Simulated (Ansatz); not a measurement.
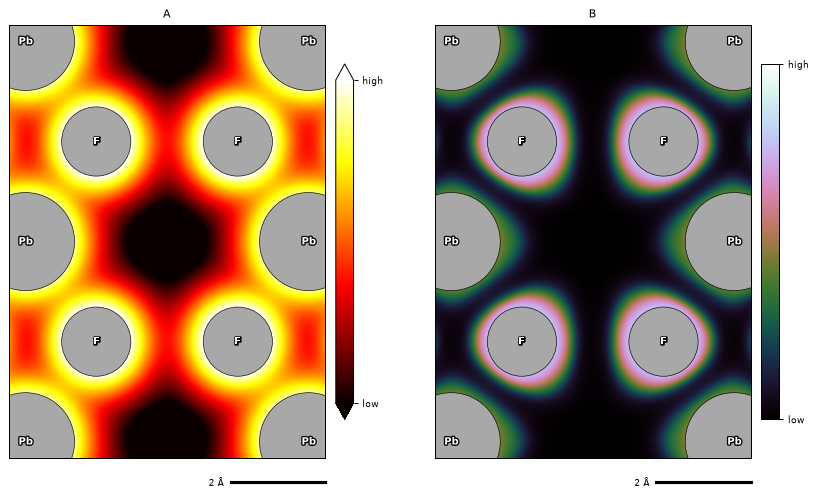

PbF2: 2 fields on the (110) plane of the conventional cell, with unlabelled colour scales. Grey discs cover the atomic cores.

Space group Fm-3m; a generated structure, not necessarily the stable one; built by placing these elements on a known structure type.

These are results of Ansatz, DFT PBE, scalar-relativistic, plane waves, PAW, not measurements.

```
CELL_PARAMETERS angstrom
6.00014 0.00000 0.00000
0.00000 6.00014 0.00000
0.00000 0.00000 6.00014
ATOMIC_POSITIONS crystal
Pb 0.00000 0.00000 0.00000
Pb 0.50000 0.50000 0.00000
Pb 0.50000 0.00000 0.50000
Pb 0.00000 0.50000 0.50000
F 0.25000 0.25000 0.25000
F 0.75000 0.75000 0.25000
F 0.75000 0.25000 0.75000
F 0.25000 0.75000 0.75000
F 0.75000 0.25000 0.25000
F 0.25000 0.75000 0.25000
F 0.25000 0.25000 0.75000
F 0.75000 0.75000 0.75000
```

The panels show electron localisation function and valence pseudo-density in some order. Assign them.

Panel A: valence pseudo-density. Panel B: electron localisation function. From the grid: Pb–F (2.60 Å): ρ at the midpoint is about 0.24 e/Å³; the ELF is about 0.10 at the midpoint: no shared electron pair shows on this line.
